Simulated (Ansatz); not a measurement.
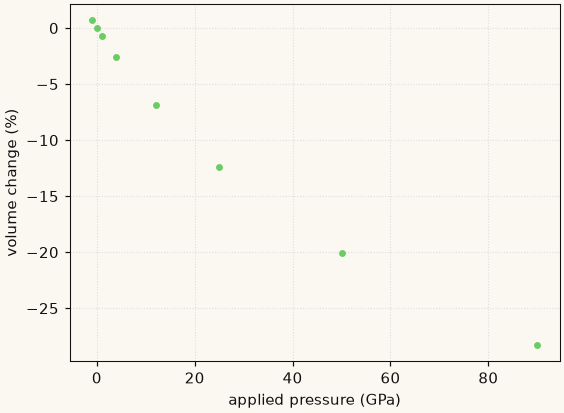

The figure shows the volume change against applied pressure for TiH, space group Fm-3m (No. 225).

Structure:
```
Ti H
1.0
     0.00000    2.08700    2.08700
     2.08700    0.00000    2.08700
     2.08700    2.08700    0.00000
Ti H
1 1
Cartesian
  0.0000 0.0000 0.0000
  2.0870 2.0870 2.0870
```

Calculation (Ansatz 0.2.0): volume, enthalpy and cell of a crystal along a series of hydrostatic pressures at zero temperature, keeping its symmetry; changes are against the given cell; the k mesh follows the cell and the gap; plane waves with PAW datasets, Γ-centred k mesh; energies extrapolated to zero smearing. Level: r2SCAN, no spin polarisation.

wave cutoff 500 eV; occupations Gaussian; k mesh at zero pressure 18×18×18; smearing width at zero pressure 0.1 eV.

From this curve and the settings, what does the calculation give for the change of a and enthalpy change at the same points?

The change of a falls from 0.23 % at applied pressure −1 GPa to −10.48 % at 90 GPa. The enthalpy change rises from −0.06 eV/atom at applied pressure −1 GPa to 4.22 eV/atom at 90 GPa.

```
applied pressure (GPa)  change of a (%)  enthalpy change (eV/atom)
                    -1             0.23                      -0.06
                     0             0.00                       0.00
                     1            -0.22                       0.06
                     4            -0.86                       0.22
                    12            -2.34                       0.66
                    25            -4.32                       1.32
                    50            -7.19                       2.51
                    90           -10.48                       4.22
```

Caveats: far from the equilibrium volume.
